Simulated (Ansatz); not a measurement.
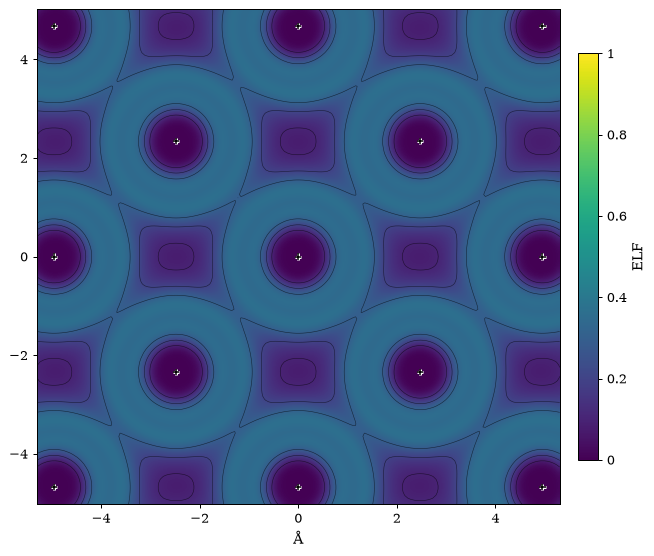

The ELF on a plane through atoms (crosses mark nuclei in the plane).

Level of theory: DFT LDA, scalar-relativistic, plane waves, PAW (Ansatz).

Candidates:
A. Sn, a = 9.91 Å, b = 9.35 Å, c = 6.91 Å, α = 90.00°, β = 134.20°, γ = 90.00°. Space group Cm; a structure from a database of computed crystals, not necessarily the ambient phase; changed on purpose from its base cell (atom 1 (Sn) moved +0.037 A along Cartesian [1 1 0]); computed pressure about −5 GPa in this cell.
B. WSe$_{2}$, a = 16.66 Å, b = 3.32 Å, c = 5.75 Å, α = 90.00°, β = 90.00°, γ = 90.00°. Space group Amm2; a structure from a database of computed crystals, not necessarily the ambient phase; not relaxed (largest force 1.0 eV/Å); computed pressure about −2 GPa in this cell.

Which system is this?

Answer. Candidate A: Sn on the (001) plane of the conventional cell, which holds Sn. Sn–Sn (3.41 Å): the ELF is about 0.30 at the midpoint. Sn–Sn (3.41 Å): the ELF is about 0.30 at the midpoint.
